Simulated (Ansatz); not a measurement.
## Electronic structure of ZnS in real space

The calculation's input:

```
crystal:
  lattice:
    - [-2.70465, -2.70465, 0.0]
    - [2.70465, -2.70465, 0.0]
    - [0.0, 0.0, 12.8186]
  atoms:
    - { symbol: Zn, position: [0.0, 0.0, 0.7912281762] }
    - { symbol: Zn, position: [0.5, 0.5, 0.1582456352] }
    - { symbol: Zn, position: [0.0, 0.0, 0.3692398156] }
    - { symbol: Zn, position: [0.5, 0.5, 0.5802339959] }
    - { symbol: S, position: [0.5, 0.0, 0.2637427254] }
    - { symbol: S, position: [0.0, 0.5, 0.4747369057] }
    - { symbol: S, position: [0.5, 0.0, 0.6857310861] }
    - { symbol: S, position: [0.0, 0.5, 0.0527485451] }
basis:
  ecutwfc: 420
kpoints:
  mp_grid: { grid: [7, 7, 3] }
hamiltonian:
  xc: pbesol
scf:
  occupations: { method: gaussian, width: 0.05 }
output:
  forces: true
  stress: true
  eigenvalues: true
  write_density: true
  write_potential: true
  elf: true
  volumetric_format: npy
```

Run with:

```sh
ansatz run input.yaml --threads 2 --pin off --max-ram 5120MiB --backend cpu --events-out ev --progress --plain --runs-dir out
```

Below, planes, directions and counts refer to the conventional cell (a = 3.82 Å, b = 3.82 Å, c = 12.82 Å, α = 90.00°, β = 90.00°, γ = 90.00°).

Space group Pmm2; not relaxed (largest force 0.8 eV/Å); computed pressure about −3 GPa in this cell.

Computed with Ansatz, DFT PBEsol, scalar-relativistic, plane waves, PAW.

Core electrons are frozen (PAW), and the valence fields are smoothed inside the atomic spheres.

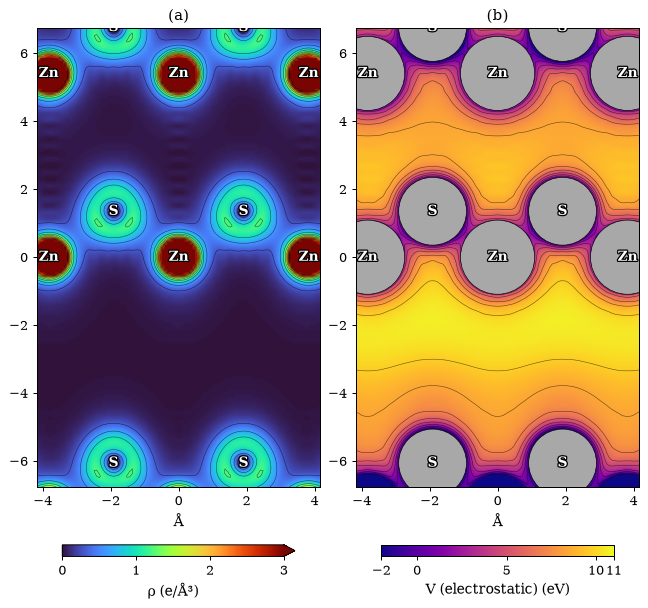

Figure 1. (a) valence pseudo-density; (b) electrostatic potential energy of an electron on the (100) plane of the conventional cell. Grey discs cover the atomic cores in the potential map.

Q: Interpret the plot.

A:
- The plane passes through Zn and S nuclei.
- Zn–S (2.34 Å): ρ is about 0.5 e/Å³ halfway.
- The density dies away to nearly zero in the voids.
- Outside the cores the potential energy rises away from the atoms and is highest about 2.6 Å from the nearest atoms; its zero is arbitrary.

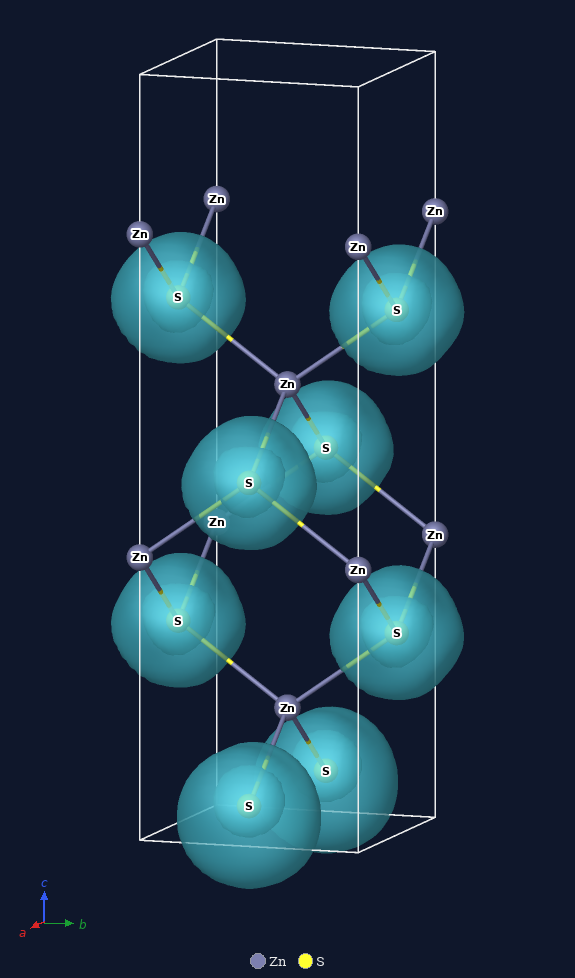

Figure 2. Isosurface of the ELF at 0.75 (cyan), seen slightly off an axis. Core shells and regions of very low density are left out. Sticks mark near contacts.

Q: Identify the bonds, lone pairs and shells in this picture.

A: The ELF exceeds this value in four regions wrapped around S (the valence shell of each), counted in one cell of 8 atoms. Regions shared between cells count once. Along the contacts the grid gives the following. Zn–S (2.34 Å): the ELF peaks at about 0.90 in the valence shell of S, 0.8 Å from its nucleus, and is about 0.55 at the midpoint.

Q: Does the calculation make it a metal, or give it a gap?

A: It is gapless in this calculation (a metal or semimetal).
